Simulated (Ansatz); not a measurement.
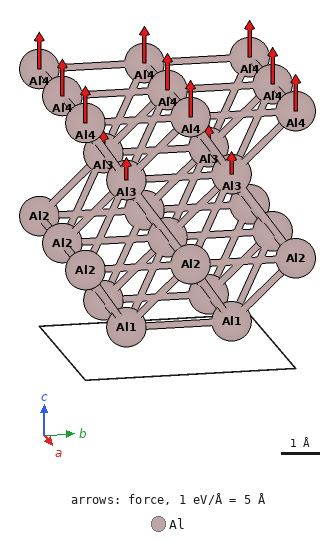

Starting geometry of a slab of composition Al (cut from the Fm-3m phase) with the computed forces as red arrows. The picture is a ball-and-stick view of the 2 × 2 repeat of the cell, outlined in the plane, without the vacuum, seen slightly off an axis.

Case: clean slab, lower half held. The slab is the (1 0 0) face of Al. 2 atoms are held fixed.

All numbers below come from DFT PBEsol, scalar-relativistic, plane waves, PAW in Ansatz 0.2.0. Set-up: plane-wave cutoff 420 eV; k-point mesh 10 × 10 × 1; occupations gaussian; smearing width 0.1 eV; no spin polarisation; dipole correction; atoms relaxed in a fixed cell; force threshold 0.03 eV/Å; at most 70 steps.

Is this structure relaxed? If not, where do the atoms go?

It isn't relaxed: the largest force vector, on Al4, is 0.20 eV/Å. The atoms end up moving mostly along the starting forces (cosine between the two patterns 1.00). Over 2 geometry steps the energy falls by 17.4 meV per cell of the calculation. The largest force component goes from 0.2 to 0.0094 eV/Å. The largest move is that of Al4, 0.13 Å along the normal (+c). The lattice vectors keep their values. Among the contacts that change: Al2–Al3 2.839 → 2.895 Å, Al3–Al4 2.839 → 2.875 Å.
